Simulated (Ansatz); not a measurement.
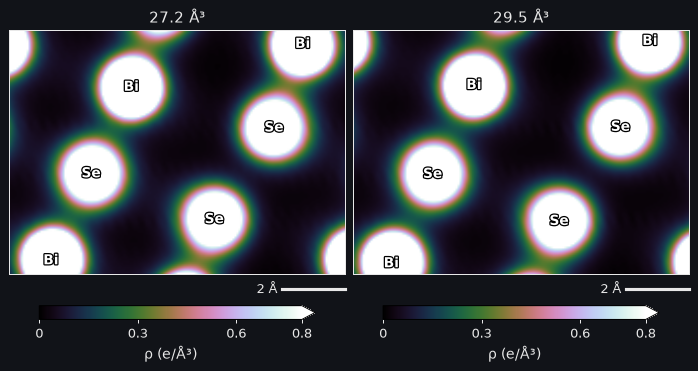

Bi₂Se₃. The valence electron density of cells scaled evenly to different volumes (given per atom above each panel), on the (101̄) plane of each (indices in the axes of the cell below), at one length scale and on one colour scale.

Theory: Kohn-Sham DFT of a periodic cell, PBE, Ansatz PAW in Ansatz 0.2.0.

The density is the valence pseudo-density of a PAW calculation; it isn't the true density close to the nuclei.

The largest cell:

```cif
data_structure
_symmetry_space_group_name_H-M 'P 1'
_symmetry_Int_Tables_number 1
_cell_length_a 4.1975
_cell_length_b 9.9700
_cell_length_c 4.1975
_cell_angle_alpha 102.152
_cell_angle_beta 60.000
_cell_angle_gamma 102.152
_cell_volume 147.57
loop_
_atom_site_label
_atom_site_type_symbol
_atom_site_fract_x
_atom_site_fract_y
_atom_site_fract_z
_atom_site_occupancy
Bi1 Bi 0.59920 0.79760 0.59920 1
Bi2 Bi 0.40080 0.20240 0.40080 1
Se1 Se 0.78830 0.36490 0.78830 1
Se2 Se 0.21170 0.63510 0.21170 1
Se3 Se 0.00000 0.00000 0.00000 1
```

| volume (Å³/atom) | Bi–Se contact in the plane (Å) | ρ at its midpoint (e/Å³) | pressure (GPa) | 
| --- | --- | --- | --- |
| 27.24 | 2.812 | 0.358 | 5.6 | 
| 28.95 | 2.870 | ? | ? | 
| 29.51 | 2.888 | 0.320 | 0.1 | 

**What values belong in the row with question marks?**

Over the known rows ln ρ falls by 1.48 per Å of Bi–Se distance (the line through the two), which gives 0.329 e/Å³ at 2.870 Å; the calculation gives 0.329 e/Å³. For the pressure, a straight line in volume between the neighbouring rows gives 1.5 GPa; the calculation gives 1.3.
